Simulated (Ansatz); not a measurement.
**Bi2Se3: density, localisation and related maps**

The calculation's input:

```
crystal:
  lattice:
    - [-2.5377352566, 2.5377352566, 6.2803131089]
    - [2.5377352566, -2.5377352566, 6.2803131089]
    - [2.5377352566, 2.5377352566, -6.2803131089]
  atoms:
    - { symbol: Bi, position: [0.412365338, 0.912365338, 0.5] }
    - { symbol: Bi, position: [0.912365338, 0.412365338, 0.5] }
    - { symbol: Se, position: [0.6264527161, 0.1264527161, 0.5] }
    - { symbol: Se, position: [0.1264527161, 0.6264527161, 0.5] }
    - { symbol: Se, position: [0.1634735419, 0.1634735419, 0.0] }
basis:
  ecutwfc: 420
kpoints:
  mp_grid: { grid: [10, 10, 10] }
hamiltonian:
  xc: pbe
scf:
  occupations: { method: gaussian, width: 0.1 }
output:
  forces: true
  stress: true
  eigenvalues: true
  write_density: true
  write_potential: true
  elf: true
  volumetric_format: npy
relax:
  adjacent_minimum: "off"
  f_tol: 0.01
  max_steps: 80
  cell: { stress_tol: 0.05 }
```

Launched as:

```sh
ansatz run input.yaml --threads 1 --pin off --max-ram 2560MiB --backend cpu --events-out ev --progress --plain --runs-dir out
```

Below, planes, directions and counts refer to the conventional cell (a = 5.08 Å, b = 5.08 Å, c = 12.54 Å, α = 90.00°, β = 90.00°, γ = 90.00°).

The fields are those of the run's last geometry, not of the input's.

Space group I4mm; a structure generated by program, which may or may not match a known phase.

Theory: Ansatz 0.2.0, DFT PBE, scalar-relativistic, plane waves, PAW.

Core electrons are frozen (PAW), and the valence fields are smoothed inside the atomic spheres.

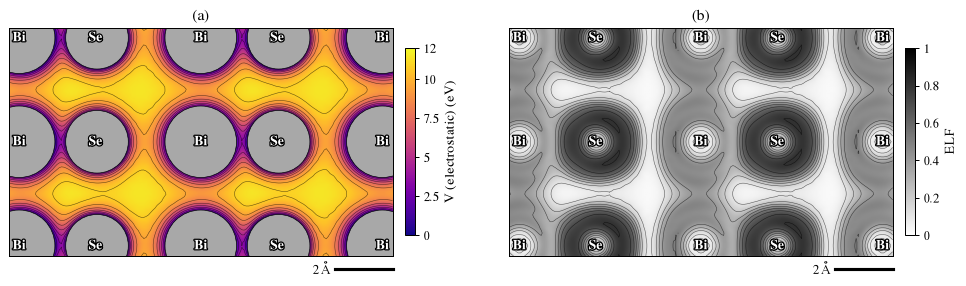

Figure 1. (a) electrostatic potential (local pseudopotential plus Hartree) felt by an electron; (b) electron localisation function on the (110) plane of the conventional cell. Grey discs cover the atomic cores in the potential map.

**Read the bonding off the picture.**

- The section cuts through Bi and Se sites.
- Bi–Se (2.69 Å): the ELF is about 0.50 at the midpoint.
- The features right at Bi lie inside the PAW spheres, where the map follows smoothed inner orbitals and isn't to be read closely.
- Outside the cores the potential energy rises away from the atoms and is highest about 2.1 Å from the nearest atoms; its zero is arbitrary.

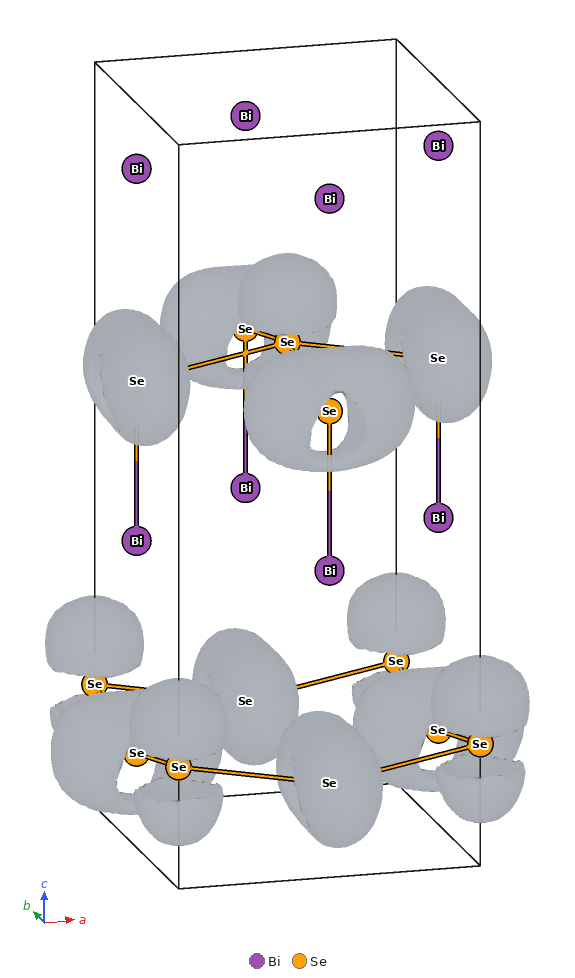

Figure 2. Isosurface of the electron localisation function at 0.75 (grey), seen slightly off an axis. Only the valence region is drawn (cores and ρ < 0.01 e/Å³ removed). Sticks mark near contacts.

**What do the ELF domains correspond to?**

The ELF exceeds this value in four lobes on Se, pointing away from the bonds (lone pairs) and four regions wrapped around Se (the valence shell of each), counted in one cell of 10 atoms. Any copies at cell faces, edges or corners count once. Along the contacts the grid gives the following. Se–Se (2.58 Å): the ELF is about 0.50 at the midpoint.

**Does the calculation make it a metal, or give it a gap?**

It is gapless in this calculation (a metal or semimetal).
